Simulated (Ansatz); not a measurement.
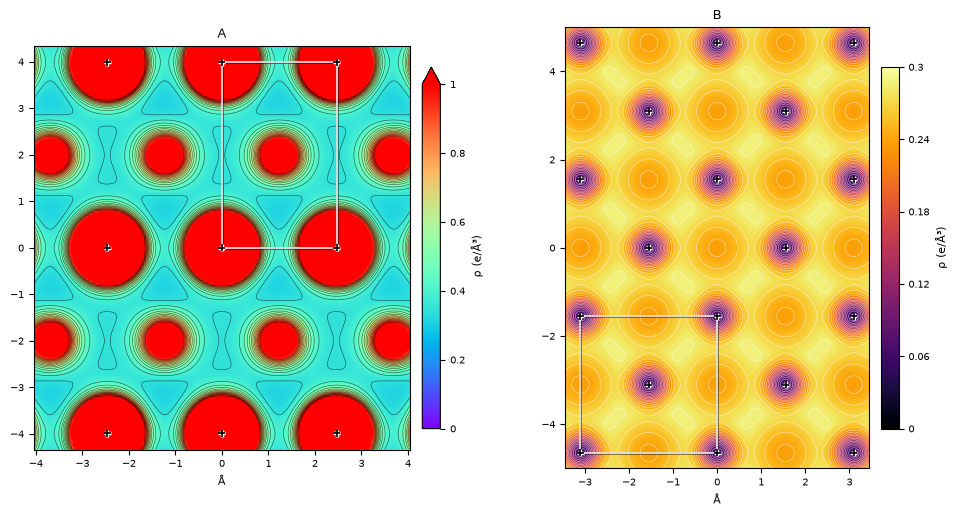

The valence electron density of 2 systems, each on a plane through atoms (crosses mark nuclei in the plane).

Level of theory: Ansatz 0.2.0, DFT, RPBE, plane waves (420 eV) with PAW, scalar-relativistic.

System 1: Be, the (001) plane of the conventional cell. Space group Fm-3m; set up as Be, fcc; a generated structure, not necessarily the stable one; changed on purpose from its base cell (volume × 0.92); computed pressure about 11 GPa in this cell.

```xyz
4
Lattice="3.1000 0.0000 0.0000 0.0000 3.1000 0.0000 0.0000 0.0000 3.1000" Properties=species:S:1:pos:R:3 pbc="T T T"
Be    0.0000    0.0000    0.0000
Be    1.5500    1.5500    0.0000
Be    1.5500    0.0000    1.5500
Be    0.0000    1.5500    1.5500
```

System 2: Mn, the (100) plane of the cell of the magnetic structure. Space group P6₃/mmc; set up as Mn, hcp; a generated structure, not necessarily the stable one; changed on purpose from its base cell (volume × 0.96); computed pressure about 13 GPa in this cell; spin-polarised.

```yaml
crystal:
  lattice:
    - [2.46374, 0.00000, 0.00000]
    - [-1.23187, 2.13366, 0.00000]
    - [0.00000, 0.00000, 3.98998]
  atoms:
    - { symbol: Mn, position: [0.33333, 0.66667, 0.00000] }
    - { symbol: Mn, position: [0.66667, 0.33333, 0.50000] }
```

**Match each panel to its system.**

Panel A is system 2, Mn: the plane holds Mn. Mn–Mn (2.46 Å): the density is about 0.39 e/Å³ at the midpoint. Panel B is system 1, Be: the plane holds Be. Be–Be (2.19 Å): the density is about 0.29 e/Å³ at the midpoint.
